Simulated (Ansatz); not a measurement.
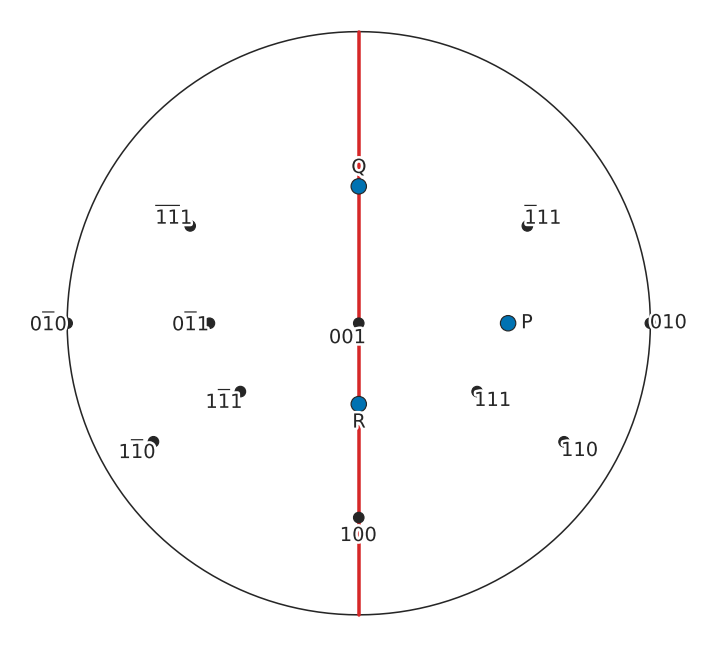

Stereographic projection of plane normals (upper hemisphere) centred on (0 0 1). Crystal: BN, the geometry relaxed with DFT PBEsol, scalar-relativistic, plane waves, PAW (Ansatz). All values are computed from the atomic coordinates in the standard setting (tolerance 0.002 Å).

a = 4.338 Å, b = 2.504 Å, c = 3.767 Å, α = 90.00°, β = 112.64°, γ = 90.00°.

**Index the poles marked P, Q, R.**

P is (0 1 1), 54.2° from the centre; Q is (−1 0 1), 50.3° from the centre; R is (1 0 1), 31.0° from the centre.

**Which zone does the coloured great circle trace?**

The zone [0 1 0]: its poles satisfy k = 0.

**What is the angle between the normals of (1 0 0) and (1 1 0), and what are their d_hkl = 1/|g|?**

58.0°; d = 4.003 Å and 2.123 Å.
